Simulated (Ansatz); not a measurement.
# P (layers cut from the bulk crystal): a many-body input that goes wrong, and its mend

What is wrong with this input for P (layers cut from the bulk crystal)?

Calculated with Ansatz 0.2.0; G0W0 on PBE, plane waves, PAW.

### Step 1. Set-up

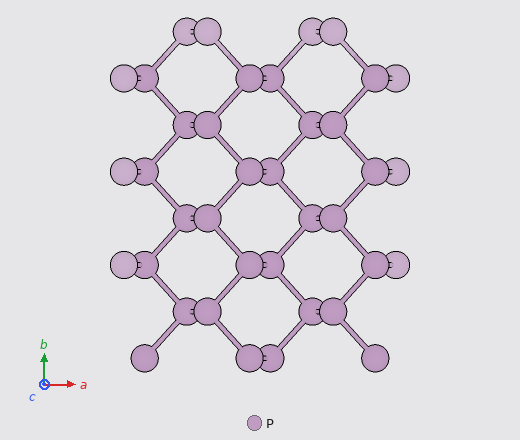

The starting structure, seen from above (phosphorus pink). 2×3×1 cells are drawn. Some periodic images of atoms are drawn too.

The cell holds 4 atoms: 4 P. Its edges and angles: a = 4.440 Å, b = 3.297 Å, c = 27.400 Å, α = 90.0°, β = 90.0°, γ = 90.0°. It derives from P. Vacuum lies along c.

The structure was relaxed with PBE-D3(BJ). The runs that relaxed it are not among those shown. The default PAW set here is soft_1. Its files were made with PBE. The Coulomb interaction is cut off across the vacuum.

### Step 2. First try

Input file input.yaml:

```yaml
crystal:
  lattice:
    - [4.4396593299, 0.0, 0.0]
    - [0.0, 3.2973472277, 0.0]
    - [0.0, 0.0, 27.4]
  atoms:
    - { symbol: P, position: [0.4175149717, 0.3983795, 0.4612761587] }
    - { symbol: P, position: [0.0824850283, 0.8983795, 0.4612761587] }
    - { symbol: P, position: [0.9175149717, 0.8983795, 0.5387238413] }
    - { symbol: P, position: [0.5824850283, 0.3983795, 0.5387238413] }
  periodic: [true, true, false]
kpoints:
  mp_grid: { grid: [4, 6, 1] }
hamiltonian:
  xc: pbe
  pseudopotentials: { kind: paw, azcp: { folder: "./paw" } }
scf:
  occupations: { method: fixed }
gw:
  n_empty_bands: 2
  ecut_chi: 80
  qp_bands: [v2, c2]
  qp_kpoints: band_edges
  screening: { model: contour_deformation }
```

The run is started by

```bash
$ ansatz run input.yaml --threads 3 --pin off --max-ram 92160MiB --backend cuda --events-out ev --progress --plain --runs-dir out --devices 1 --max-vram 13GiB
```

Numbers of over 12 decimals in the logs are rounded to 6 here.

The program printed:

```text
GPUs: using 1 of 1 available (devices: 1).
Engine: ansatz 0.2.0, x86_64-unknown-linux-gnu
Pseudopotentials: kind: paw
Pseudopotential: P, paw, valence charge 5, recommended cutoff 420 eV (normal), <dir>
Functional definition: PBE
  parameter kappa = 0.804
  parameter beta = 0.066725
  exchange = pbe_x(kappa = kappa, mu = beta*pi^2/3)
  correlation = pbe_c(beta = beta)
device memory: the entry about to start is reckoned to put 1.2 GiB on a device that reports 55.1 GiB free (of which the cap on the GPU budget leaves the run 13.0 GiB)
GPU FFT provider: cuFFT
GPU libraries: cuBLAS 13.8.2, cuFFT 12.4.0, cuSOLVER 12.3.4
Crystal: 4 atoms, lattice volume = 401.111 Å³
Basis set: ecut = 420 eV, 7891 PW (Γ)
Bands: 14, of which v1, the nominal top of the filled ones, is band 10 counted from 1 (9 counted from 0)
Symmetry: 8 space group operations
Space group: Pmna (ITA 53), of the structure as read, at distance tolerance 7.4e-5 Å
k-points: 12 of 24
Non-local potential: P, projectors of the file, l = 0: 2, l = 1: 2, l = 2: 1
PAW form: soft (Blöchl's): semilocal exchange-correlation on the pseudo side does not see the compensation charge
PAW one-centre angular grid: P, 110 points (default); XC on 64 Gauss nodes
Initial density: superposition of atomic densities (neutral atoms: chi_scale 0, normalization atom)
Initial wavefunctions: pseudopotential atomic-orbital guess
GPU buffer pool allocated for 138240 grid points (all kernels)
GPU transforms: local potential and band sums: pruned to the plane-wave sphere, on 30×24×192
Functional: x = pbe(κ = 0.804, μ = 0.219515), c = pbe(β = 0.066725)
SCF iter   1: F=—  HF=-3022.824273 eV  |F-HF|=—  |Δ(HF+E_count)|=         —  Δρ=1.74e-2  dr2=9.01e-1  ethr=3.10e-3  ⟨swp⟩=8.1  Hψ=1338  notcnv=0  defer=24
preconditioner: auto → Resta (q_TF=auto, 1.655 Å⁻¹)  ε∞=1.9  [insulator: Δε(μ)=0.891 eV  Ē_g=8.949 eV  n_scr=28 (ndim 8)  ℏωp=8.3 eV  f_vac=0.742  ε∞_Penn≈1.9  vacuum switching on, ρ_ref=5.8e-3 e/Å³]
SCF iter   2: F=—  HF=-3022.647853 eV  |F-HF|=—  |Δ(HF+E_count)|=   1.76e-1  Δρ=9.03e-3  dr2=2.33e-1  ethr=3.10e-3  ⟨swp⟩=1.5  Hψ=270  notcnv=0  defer=24
SCF iter   3: F=—  HF=-3022.613241 eV  |F-HF|=—  |Δ(HF+E_count)|=   3.46e-2  Δρ=1.02e-3  dr2=5.39e-3  ethr=1.17e-3  ⟨swp⟩=3.2  Hψ=369  notcnv=0  defer=23
SCF iter   4: F=—  HF=-3022.611835 eV  |F-HF|=—  |Δ(HF+E_count)|=   1.41e-3  Δρ=5.61e-4  dr2=2.15e-3  ethr=2.70e-5  ⟨swp⟩=4.0  Hψ=463  notcnv=0  defer=24
SCF iter   5: F=—  HF=-3022.611032 eV  |F-HF|=—  |Δ(HF+E_count)|=   8.03e-4  Δρ=2.08e-4  dr2=3.03e-4  ethr=1.07e-5  ⟨swp⟩=3.2  Hψ=311  notcnv=0  defer=24
SCF iter   6: F=—  HF=-3022.610911 eV  |F-HF|=—  |Δ(HF+E_count)|=   1.21e-4  Δρ=1.76e-5  dr2=2.54e-6  ethr=1.52e-6  ⟨swp⟩=3.4  Hψ=397  notcnv=0  defer=24
SCF iter   7: F=—  HF=-3022.610911 eV  |F-HF|=—  |Δ(HF+E_count)|=   4.69e-7  Δρ=7.20e-6  dr2=4.09e-7  ethr=1.27e-8  ⟨swp⟩=3.9  Hψ=458  notcnv=0  defer=24
SCF iter   8: F=-3022.610911 eV  HF=-3022.610911 eV  |F-HF|=4.07e-8  |Δ(HF+E_count)|=   8.75e-8  Δρ=2.87e-6  dr2=5.66e-8  ethr=5.00e-10  ⟨swp⟩=13.8  Hψ=1243  notcnv=0
SCF 1 converged in 8 iterations: F = -3022.610911 eV  dr2 = 5.66e-8
[...]
device memory: the entry about to start is reckoned to put 1.3 GiB (of the 1.4 GiB reckoned in all, the device holds 0.1 GiB already) on a device that reports 55.1 GiB free (of which the cap on the GPU budget leaves the run 12.9 GiB)
NSCF: frozen V_eff on 12 k-points, pencils in batches of 32, up to order 56
[...]
device memory: the entry about to start is reckoned to put 1.2 GiB on a device that reports 55.5 GiB free (of which the cap on the GPU budget leaves the run 13.0 GiB)
NSCF: frozen V_eff on 12 k-points, pencils in batches of 32, up to order 68
G₀W₀ screening: q 1/12
[... further progress lines ...]
SCF converged after 8 iterations
Free energy (F): -3022.610911 eV
Harris-Foulkes:  -3022.610911 eV  (|F-HF|=4.07e-8)
[...]
k-point 11: bands = [... 6 lower, -9.7726, -9.7726, -6.2129, -6.2129, -2.5121, -2.5121, -0.6697, -0.6697]
--- G₀W₀: contour deformation, 6 samples at zero and on the imaginary axis and 1 off it, 24 q-points, 2 empty bands' worth ---
  eigenvalues of the whole cell's RPA ε∞ on this k-mesh (on a slab, of 1 + 4πα/V) = 1.1109, 2.4930, 6.8755; static W/v taken at q = 0 is 0.469297
  gw.qp_kpoints: band_edges: 9 of 12 stored k-points solved, in 2 passes; an edge of the gap read off the rows below is read off those points alone
    valence top: of the k-points left out ik 9 came nearest to being solved in a further pass, in band 9 (counted from 1, as in the quasiparticle table): it holds the edge there only if its correction is more favourable than any solved in that band by at least 1.067 eV; those differ by 0.353 eV
    conduction bottom: of the k-points left out ik 5 came nearest to being solved in a further pass, in band 11 (counted from 1, as in the quasiparticle table): it holds the edge there only if its correction is more favourable than any solved in that band by at least 1.336 eV; those differ by 1.062 eV
  `?` marks the rows in doubt; gw_qp.tsv's column doubts and the gw_qp event give each row's grounds
    ik  band        ε_KS         Σx   Σc(E_QP)       V_xc       Z   E_QP_lin       E_QP  E_QP is
     0     9     -6.6933   -16.9785     2.3888   -15.0183  0.6723    -6.2841    -6.2647  root
     0    10     -4.9103   -15.2525     2.0327   -13.7554  0.6789    -4.4021    -4.3746  root
     0    11     -4.1748    -7.5933    -1.5768   -11.2830  0.6928    -2.4020    -2.0619  root ?
     0    12     -3.3681    -7.8615    -1.5858   -12.3586  0.7158    -0.8165    -0.4568  root ?
     1     9     -6.6424   -14.9400     2.5462   -12.5637  0.6372    -6.4767    -6.4725  root
     1    10     -5.0577   -15.6714     2.0988   -14.0671  0.6758    -4.5873    -4.5632  root
     1    11     -3.8575    -7.5543    -1.5603   -11.3967  0.6934    -2.0001    -1.5754  root ?
     1    12     -2.8788    -8.5237    -1.6477   -13.0585  0.6994    -0.3960     0.0082  root ?
     2     9     -6.7830   -15.4596     2.5853   -13.1318  0.6302    -6.5346    -6.5254  root
     2    10     -5.8921   -15.5733     2.3040   -13.6866  0.6572    -5.4938    -5.4747  root
     2    11     -3.9360    -7.8745    -1.1954   -11.7668  0.7174    -1.7215    -1.2391  root ?
     2    12     -3.0050    -7.8596    -1.8335   -12.1846  0.6925    -0.8360    -0.5136  root ?
     3     9     -6.9400   -15.2389     2.5844   -12.9698  0.6207    -6.6372    -6.6247  root
     3    10     -6.9400   -15.2389     2.5844   -12.9698  0.6207    -6.6372    -6.6247  root
     3    11     -3.6286    -7.9423    -1.4189   -12.1672  0.7166    -1.2283    -0.8226  root ?
     3    12     -3.6286    -7.9423    -1.4189   -12.1672  0.7166    -1.2283    -0.8226  root ?
     4     9     -6.3714   -15.0118     2.3373   -13.0344  0.6386    -6.0276    -6.0116  root
     4    10     -5.4946   -15.6386     2.1688   -13.8936  0.6749    -5.0897    -5.0708  root
     4    11     -3.1621    -7.7739    -1.5470   -12.0667  0.7113    -0.8325    -0.4162  root ?
     4    12     -2.8535    -7.2609    -1.4504   -11.4189  0.7025    -0.6611    -0.1459  root ?
     6     9     -6.9527   -15.1147     2.6551   -12.6743  0.6202    -6.7460    -6.7378  root
     6    10     -6.0194   -15.4604     2.3436   -13.4860  0.6523    -5.6656    -5.6503  root
     6    11     -3.2663    -7.9713    -1.4169   -12.1694  0.7110    -0.9438    -0.4851  root ?
     6    12     -2.5997    -7.4819    -1.6207   -11.8666  0.6973    -0.2838     0.1642  root ?
     7     9     -6.3314   -15.4878     2.4885   -13.2583  0.6451    -6.0809    -6.0724  root
     7    10     -6.3314   -15.4878     2.4885   -13.2583  0.6451    -6.0809    -6.0724  root
     7    11     -3.1363    -7.8056    -1.5109   -12.1164  0.7081    -0.7805    -0.3363  root ?
     7    12     -3.1363    -7.8056    -1.5109   -12.1164  0.7081    -0.7805    -0.3363  root ?
     8     9     -5.9591   -15.6402     2.1826   -13.9805  0.6653    -5.4656    -5.4362  root
     8    10     -5.9591   -15.6402     2.1826   -13.9805  0.6653    -5.4656    -5.4362  root
     8    11     -2.8361    -9.0866    -1.3170   -13.5791  0.7177    -0.1816     0.3393  root ?
     8    12     -2.8361    -9.0866    -1.3170   -13.5791  0.7177    -0.1816     0.3393  root ?
    11     9     -6.2129   -15.4967     2.4890   -13.2445  0.6474    -5.9831    -5.9760  root
    11    10     -6.2129   -15.4967     2.4890   -13.2445  0.6474    -5.9831    -5.9760  root
    11    11     -2.5121    -7.4236    -1.5318   -11.8528  0.7003    -0.1528     0.3852  root ?
    11    12     -2.5121    -7.4236    -1.5318   -11.8528  0.7003    -0.1528     0.3852  root ?
[key lines of the parts left out:]
Fermi energy:    -4.910319 eV
```

Run time: 17 s. Hardware: 1 × NVIDIA H100 80GB HBM3 (shared by 6 runs) with 3 threads of AMD EPYC 7R13 (Zen 3), shared host; peak memory 1.7 GiB; 12 s of CPU time.

The column dr2 measures how far the density is from self-consistency, as an energy; F and HF (Harris–Foulkes) agree once it is small.

Q: What is the fault?

The run ended normally, though the input holds a fault or crude settings.

The fault: two empty bands. The screening and the self-energy are sums over empty states, and two bands hold almost none of them; where the cut also splits a degenerate level, the program refuses for that.

It printed a gap of 2.31 eV, which is an artefact of the settings.

### Step 3. A better input

G0W0 replaces the xc potential by the self-energy, built once from these orbitals. Only a window of levels is corrected, while the sums run over the empty bands that the input names.

Changes to input.yaml since step 2:

```diff
@@ -12,3 +12,3 @@
 kpoints:
-  mp_grid: { grid: [4, 6, 1] }
+  mp_grid: { grid: [6, 8, 1] }
 hamiltonian:
@@ -18,5 +18,6 @@
   occupations: { method: fixed }
+  convergence: { dr2_threshold: 1.0e-10 }
 gw:
-  n_empty_bands: 2
-  ecut_chi: 80
+  n_empty_bands: 651
+  ecut_chi: 80.0
   qp_bands: [v2, c2]
```

The program printed:

```text
GPUs: using 1 of 1 available (devices: 1).
[...]
GPU FFT provider: cuFFT
GPU libraries: cuBLAS 13.8.2, cuFFT 12.4.0, cuSOLVER 12.3.4
Crystal: 4 atoms, lattice volume = 401.111 Å³
Basis set: ecut = 420 eV, 7891 PW (Γ)
Bands: 14, of which v1, the nominal top of the filled ones, is band 10 counted from 1 (9 counted from 0)
Symmetry: 8 space group operations
[...]
k-points: 20 of 48
[...]
GPU buffer pool allocated for 138240 grid points (all kernels)
[...]
SCF iter   1: F=—  HF=-3022.838823 eV  |F-HF|=—  |Δ(HF+E_count)|=         —  Δρ=1.74e-2  dr2=8.94e-1  ethr=3.10e-3  ⟨swp⟩=8.0  Hψ=2243  notcnv=0  defer=39
[...]
SCF iter  10: F=-3022.627271 eV  HF=-3022.627271 eV  |F-HF|=1.46e-11  |Δ(HF+E_count)|=   2.10e-9  Δρ=6.90e-8  dr2=2.74e-11  ethr=1.00e-12  ⟨swp⟩=12.3  Hψ=2489  notcnv=0
SCF 1 converged in 10 iterations: F = -3022.627271 eV  dr2 = 2.74e-11
[...]
0     9     -6.7002   -16.9133     1.5187   -15.0172  0.6868    -7.0953    -7.0775  root
     0    10     -4.9183   -15.1075     0.9477   -13.7547  0.6872    -5.3447    -5.3234  root
     0    11     -4.1810    -7.7238    -3.1938   -11.2879  0.7017    -3.7940    -3.8108  root
     0    12     -3.3742    -7.9056    -3.9947   -12.3603  0.7004    -2.8836    -2.9142  root
     1     9     -6.7006   -14.8485     1.9065   -12.4396  0.6611    -7.2475    -7.2031  root
     1    10     -4.9760   -15.4868     1.0492   -14.0320  0.6852    -5.4030    -5.3816  root
     1    11     -4.0018    -7.6782    -3.2901   -11.3497  0.7007    -3.6028    -3.6204  root
     1    12     -2.4106    -8.6782    -4.2616   -13.4397  0.6772    -1.8696    -1.9106  root
[...]
19     9     -6.2207   -15.4932     1.7666   -13.2443  0.6682    -6.7388    -6.7030  root
    19    10     -6.2207   -15.4932     1.7666   -13.2443  0.6682    -6.7388    -6.7030  root
    19    11     -2.5186    -7.4329    -3.9814   -11.8556  0.6893    -2.0491    -2.0773  root
    19    12     -2.5186    -7.4329    -3.9814   -11.8556  0.6893    -2.0491    -2.0773  root
[key lines of the parts left out:]
SCF converged after 10 iterations
Free energy (F): -3022.627271 eV
Fermi energy:    -4.918342 eV
```

Wall time 83 s (1 × NVIDIA H100 80GB HBM3 (shared by 6 runs) with 3 threads); peak memory 4.1 GiB.

Numbers from this step:

- bands summed: 661
- plane waves in the screening matrix: 653
- q-points in the mesh: 48
- G0W0 gap on the mesh: 1.513 eV
- k of the valence top: 0, 0, 0
- k of the conduction bottom: 0, 0, 0
- starting gap on the mesh: 0.7373 eV
- Z at the valence top: 0.6872
- Z at the conduction bottom: 0.7017
- least direct G0W0 gap on the computed points: 1.513 eV

The gap on the mesh goes from 0.74 eV to 1.51 eV, a correction of +0.78 eV. Between the two edge states, bare exchange in place of the xc potential would open the gap by 4.92 eV, and correlation takes back 4.14 eV.

### Step 4. Summary of results

```
first try  : converged after 17 s
better run : G0W0 gap on the mesh 1.51 eV (6×8×1 mesh, 651 empty bands, screening to 80 eV)
```

The second run differs in: mesh and empty bands. Bands and cutoff are finite, so the gap is not at the basis limit. The miss can reach some tenths of an eV and take either sign; the mesh is an error of its own. The mesh in the plane is coarse for a sheet; gap and any exciton binding can still move on denser ones.

[Paths, hosts, dates, memory and timing lines, banners, echoed tables and standing remarks are left out of the program output.]

[Logs are printed without paths, hosts, clocks, repeated set-up lines and the standing remarks that a program may print on its own settings, such as how far it seeks lower states.]

[Runs of the session that timed out or met a known fault of the program may be left out.]

[Cells called generated may have been cut or substituted from an entry of the Crystallography Open Database or the Materials Project.]

[Hosts, paths, dates, database ids (printed as entryN), source tags and the programs' standing remarks are cut or masked in the printed files.]
